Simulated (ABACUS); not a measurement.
# Run report: Ni, geometry relaxation (part 2 of 4)

Ni (1 atom in the cell); Kohn-Sham DFT of a periodic cell, revPBE, SG15 ONCV 1.2 PBE, spin-polarised (ABACUS 3.10.1); cutoff 1333.36 eV, 10×10×10 k-mesh, fermi-dirac of 0.05 eV, collinear spins. The structure derives from a Materials Project entry.

Geometry of the input (Å; fractional positions):
```
-1.7376  0.0000  1.7376
0.0000  1.7376  1.7376
-1.7376  1.7376  0.0000
Ni 0.0000  0.0000  0.0000
```

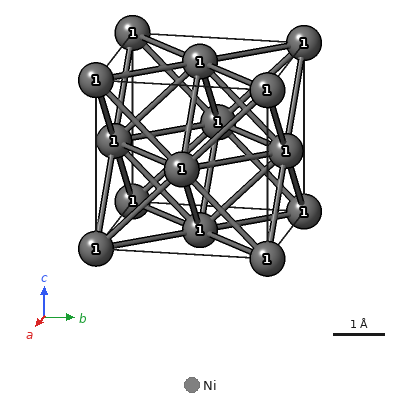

Figure 1. The structure as given in the input (ball-and-stick view of the cell 4 times as large as that of the calculation, set on its symmetry axes, seen slightly off an axis; atoms are numbered from 1 in the order of the input).

### The program's output, continued
```
----------------------------------------------------------
     Energy           Rydberg                 eV
----------------------------------------------------------
 E_KohnSham     -308.3736657149      -4195.6389668697
 E_KS(sigma->0) -308.3731496263      -4195.6319451244
 E_Harris       -308.3735954249      -4195.6380105252
 E_band         -17.2456486545       -234.6390874074
 E_one_elec     -125.9170397047      -1713.1892152764
 E_Hartree      74.1059992388        1008.2638456313
 E_xc           -30.3580619604       -413.0426228990
 E_Ewald        -226.2035311114      -3077.6569308350
 E_entropy(-TS) -0.0010321771        -0.0140434905
 E_descf        0.0000000000         0.0000000000
 E_exx          0.0000000000         0.0000000000
 E_Fermi        1.5438490256         21.0051436004
----------------------------------------------------------

 charge density convergence is achieved
 final etot is -4195.6389669 eV
 EFERMI = 21.0051436 eV

 STATE ENERGY(eV) AND OCCUPATIONS    NSPIN == 2
SPIN UP :
[... levels at 24 further k points ...]

------------------------------------------------------------------------------------------
 TOTAL-FORCE (eV/Angstrom)
------------------------------------------------------------------------------------------
                       Ni1         0.0000000000         0.0000000000         0.0000000000
------------------------------------------------------------------------------------------

----------------------------------------------------------------
 TOTAL-STRESS (KBAR)
----------------------------------------------------------------
       162.1656101103         0.0000000000         0.0000000000
         0.0000000000       162.1656101103         0.0000000000
         0.0000000000         0.0000000000       162.1656101103
----------------------------------------------------------------
 TOTAL-PRESSURE: 162.165610 KBAR

 Largest gradient in force is 0.000000 eV/A.
 Threshold is 0.005000 eV/A.

 Largest gradient in stress is 162.165610 kbar.
 Threshold is 0.500000 kbar.

 Relaxation is not converged yet!
DIRECT COORDINATES
    atom                   x                   y                   z     mag                  vx                  vy                  vz
taud_Ni1            0.0000000000        0.0000000000        0.0000000000  1.0000        0.0000000000        0.0000000000        0.0000000000

                          Volume (Bohr^3) = 82.691705
                             Volume (A^3) = 12.253632

 Lattice vectors: (Cartesian coordinate: in unit of a_0)
            -0.526549           +0.000000           +0.526549
            +0.000000           +0.526549           +0.526549
            -0.526549           +0.526549           +0.000000
 Reciprocal vectors: (Cartesian coordinate: in unit of 2 pi/a_0)
            -0.949579           -0.949579           +0.949579
            +0.949579           +0.949579           +0.949579
            -0.949579           +0.949579           -0.949579

 -------------------------------------------
 STEP OF RELAXATION : 2
 -------------------------------------------

[... set-up of the moved cell ...]

 PW ALGORITHM --------------- ION=   2  ELEC=   1--------------------------------
 Notice: Threshold on eigenvalues was too large.
 hsover_error=0.180000 > DRHO=0.004968
 Origin diag ethr = 0.010000
 New diag ethr = 0.000028
          total magnetism (Bohr mag/cell) = 0.675460
       absolute magnetism (Bohr mag/cell) = 0.769736
                        nelec for spin up = 9.337730
                      nelec for spin down = 8.662270

 Density error is 0.005196983852
                          Error Threshold = 0.000027599170
----------------------------------------------------------
     Energy           Rydberg                 eV
----------------------------------------------------------
 E_KohnSham     -308.3726091339      -4195.6245913483
 E_Harris       -307.3055370455      -4181.1063307685
 E_Fermi        1.2553956209         17.0805336880
----------------------------------------------------------

[... 6 further cycles ...]
 PW ALGORITHM --------------- ION=   2  ELEC=   8--------------------------------
          total magnetism (Bohr mag/cell) = 0.716208209020
       absolute magnetism (Bohr mag/cell) = 0.817145160043
                        nelec for spin up = 9.358104104510
                      nelec for spin down = 8.641895895490

 Density error is 0.000000000727
                          Error Threshold = 0.000000000083
----------------------------------------------------------
     Energy           Rydberg                 eV
----------------------------------------------------------
 E_KohnSham     -308.3739721502      -4195.6431361362
 E_KS(sigma->0) -308.3733955156      -4195.6352906197
 E_Harris       -308.3738590403      -4195.6415971969
 E_band         -21.6869297559       -295.0658168055
 E_one_elec     -144.3320363374      -1963.7380981313
 E_Hartree      81.0322021389        1102.4996705766
 E_xc           -30.2747834092       -411.9095600814
 E_Ewald        -214.7982012733      -2922.4794574671
 E_entropy(-TS) -0.0011532692        -0.0156910331
 E_descf        0.0000000000         0.0000000000
 E_exx          0.0000000000         0.0000000000
 E_Fermi        1.2747975624         17.3445106449
----------------------------------------------------------

 charge density convergence is achieved
 final etot is -4195.64313613625 eV
 EFERMI = 17.34451064494 eV

 STATE ENERGY(eV) AND OCCUPATIONS    NSPIN == 2
SPIN UP :
[... levels at 24 further k points ...]

------------------------------------------------------------------------------------------
 TOTAL-FORCE (eV/Angstrom)
------------------------------------------------------------------------------------------
                       Ni1         0.0000000000         0.0000000000         0.0000000000
------------------------------------------------------------------------------------------

----------------------------------------------------------------
 TOTAL-STRESS (KBAR)
----------------------------------------------------------------
      -112.5717586841        -0.0000000000         0.0000000000
         0.0000000000      -112.5717586841        -0.0000000000
         0.0000000000         0.0000000000      -112.5717586841
----------------------------------------------------------------
 TOTAL-PRESSURE: -112.571759 KBAR

 Largest gradient in force is 0.000000 eV/A.
 Threshold is 0.005000 eV/A.

 Largest gradient in stress is 112.571759 kbar.
 Threshold is 0.500000 kbar.

 Relaxation is not converged yet!
DIRECT COORDINATES
    atom                   x                   y                   z     mag                  vx                  vy                  vz
taud_Ni1            0.0000000000        0.0000000000        0.0000000000  1.0000        0.0000000000        0.0000000000        0.0000000000

                          Volume (Bohr^3) = 76.526182
                             Volume (A^3) = 11.339997

 Lattice vectors: (Cartesian coordinate: in unit of a_0)
            -0.513123           +0.000000           +0.513123
            +0.000000           +0.513123           +0.513123
            -0.513123           +0.513123           +0.000000
 Reciprocal vectors: (Cartesian coordinate: in unit of 2 pi/a_0)
            -0.974425           -0.974425           +0.974425
            +0.974425           +0.974425           +0.974425
            -0.974425           +0.974425           -0.974425

 -------------------------------------------
 STEP OF RELAXATION : 3
 -------------------------------------------

[... set-up of the moved cell ...]

 PW ALGORITHM --------------- ION=   3  ELEC=   1--------------------------------
 Notice: Threshold on eigenvalues was too large.
 hsover_error=0.180000 > DRHO=0.007174
 Origin diag ethr = 0.010000
 New diag ethr = 0.000040
          total magnetism (Bohr mag/cell) = 0.732902
       absolute magnetism (Bohr mag/cell) = 0.835658
                        nelec for spin up = 9.366451
                      nelec for spin down = 8.633549

 Density error is 0.010339894750
                          Error Threshold = 0.000039855833
----------------------------------------------------------
     Energy           Rydberg                 eV
----------------------------------------------------------
 E_KohnSham     -308.3740780860      -4195.6445774668
 E_Harris       -309.8438071272      -4215.6412669431
 E_Fermi        1.4339060671         19.5092929098
----------------------------------------------------------

[... 6 further cycles ...]
 PW ALGORITHM --------------- ION=   3  ELEC=   8--------------------------------
          total magnetism (Bohr mag/cell) = 0.704753169226
       absolute magnetism (Bohr mag/cell) = 0.794052042791
                        nelec for spin up = 9.352376584613
                      nelec for spin down = 8.647623415387

 Density error is 0.000000002602
                          Error Threshold = 0.000000000124
----------------------------------------------------------
     Energy           Rydberg                 eV
----------------------------------------------------------
 E_KohnSham     -308.3765553613      -4195.6782825260
 E_KS(sigma->0) -308.3760109969      -4195.6708760681
 E_Harris       -308.3761390988      -4195.6726189840
 E_band         -19.5587060051       -266.1098471767
 E_one_elec     -135.2056538443      -1839.5672940987
 E_Hartree      77.5605402068        1055.2652867708
 E_xc           -30.3119049207       -412.4146241552
 E_Ewald        -220.4184480743      -2998.9468381270
 E_entropy(-TS) -0.0010887288        -0.0148129159
 E_descf        0.0000000000         0.0000000000
 E_exx          0.0000000000         0.0000000000
 E_Fermi        1.4037326306         19.0987622451
----------------------------------------------------------

 charge density convergence is achieved
 final etot is -4195.67828252603 eV
 EFERMI = 19.09876224512 eV

 STATE ENERGY(eV) AND OCCUPATIONS    NSPIN == 2
SPIN UP :
[... levels at 24 further k points ...]

------------------------------------------------------------------------------------------
 TOTAL-FORCE (eV/Angstrom)
------------------------------------------------------------------------------------------
                       Ni1         0.0000000000         0.0000000000         0.0000000000
------------------------------------------------------------------------------------------

----------------------------------------------------------------
 TOTAL-STRESS (KBAR)
----------------------------------------------------------------
        -0.9247820333         0.0000000000        -0.0000000000
         0.0000000000        -0.9247820333         0.0000000000
        -0.0000000000        -0.0000000000        -0.9247820333
----------------------------------------------------------------
 TOTAL-PRESSURE: -0.924782 KBAR

 Largest gradient in force is 0.000000 eV/A.
 Threshold is 0.005000 eV/A.

 Largest gradient in stress is 0.924782 kbar.
 Threshold is 0.500000 kbar.

 Relaxation is not converged yet!
DIRECT COORDINATES
    atom                   x                   y                   z     mag                  vx                  vy                  vz
taud_Ni1            0.0000000000        0.0000000000        0.0000000000  1.0000        0.0000000000        0.0000000000        0.0000000000

                          Volume (Bohr^3) = 76.526182
                             Volume (A^3) = 11.339997

 Lattice vectors: (Cartesian coordinate: in unit of a_0)
            -0.513123           +0.000000           +0.513123
            +0.000000           +0.513123           +0.513123
            -0.513123           +0.513123           +0.000000
 Reciprocal vectors: (Cartesian coordinate: in unit of 2 pi/a_0)
            -0.974425           -0.974425           +0.974425
            +0.974425           +0.974425           +0.974425
            -0.974425           +0.974425           -0.974425

 -------------------------------------------
 STEP OF RELAXATION : 4
 -------------------------------------------

[... set-up of the moved cell ...]

 PW ALGORITHM --------------- ION=   4  ELEC=   1--------------------------------
 Notice: Threshold on eigenvalues was too large.
 hsover_error=0.180000 > DRHO=0.001351
 Origin diag ethr = 0.010000
 New diag ethr = 0.000008
          total magnetism (Bohr mag/cell) = 0.683222
       absolute magnetism (Bohr mag/cell) = 0.772411
                        nelec for spin up = 9.341611
                      nelec for spin down = 8.658389

 Density error is 0.001350445491
                          Error Threshold = 0.000007507395
----------------------------------------------------------
     Energy           Rydberg                 eV
----------------------------------------------------------
 E_KohnSham     -308.3762208536      -4195.6737313159
 E_Harris       -307.8442866688      -4188.4363954410
 E_Fermi        1.3936353022         18.9613810437
----------------------------------------------------------

[... 5 further cycles ...]
 PW ALGORITHM --------------- ION=   4  ELEC=   7--------------------------------
          total magnetism (Bohr mag/cell) = 0.704724995031
       absolute magnetism (Bohr mag/cell) = 0.794081806455
                        nelec for spin up = 9.352362497516
                      nelec for spin down = 8.647637502484

 Density error is 0.000000003370
                          Error Threshold = 0.000000000122
----------------------------------------------------------
     Energy           Rydberg                 eV
----------------------------------------------------------
 E_KohnSham     -308.3765553615      -4195.6782825288
 E_KS(sigma->0) -308.3760109769      -4195.6708757961
 E_Harris       -308.3768383709      -4195.6821330697
 E_band         -19.5584259323       -266.1060365898
 E_one_elec     -135.2052472534      -1839.5617621447
 E_Hartree      77.5600656205        1055.2588296923
 E_xc           -30.3118367153       -412.4136961740
 E_Ewald        -220.4184482440      -2998.9468404369
 E_entropy(-TS) -0.0010887692        -0.0148134654
 E_descf        0.0000000000         0.0000000000
 E_exx          0.0000000000         0.0000000000
 E_Fermi        1.4037427915         19.0989004912
----------------------------------------------------------

 charge density convergence is achieved
 final etot is -4195.67828252881 eV
 EFERMI = 19.09890049115 eV

 STATE ENERGY(eV) AND OCCUPATIONS    NSPIN == 2
SPIN UP :
[... levels at 24 further k points ...]

------------------------------------------------------------------------------------------
 TOTAL-FORCE (eV/Angstrom)
------------------------------------------------------------------------------------------
                       Ni1         0.0000000000         0.0000000000         0.0000000000
------------------------------------------------------------------------------------------

----------------------------------------------------------------
 TOTAL-STRESS (KBAR)
----------------------------------------------------------------
        -1.5558081586         0.0000000000        -0.0000000000
         0.0000000000        -1.5558081586        -0.0000000000
        -0.0000000000        -0.0000000000        -1.5558081586
----------------------------------------------------------------
 TOTAL-PRESSURE: -1.555808 KBAR

 Largest gradient in force is 0.000000 eV/A.
 Threshold is 0.005000 eV/A.

 Largest gradient in stress is 1.555808 kbar.
 Threshold is 0.500000 kbar.
```
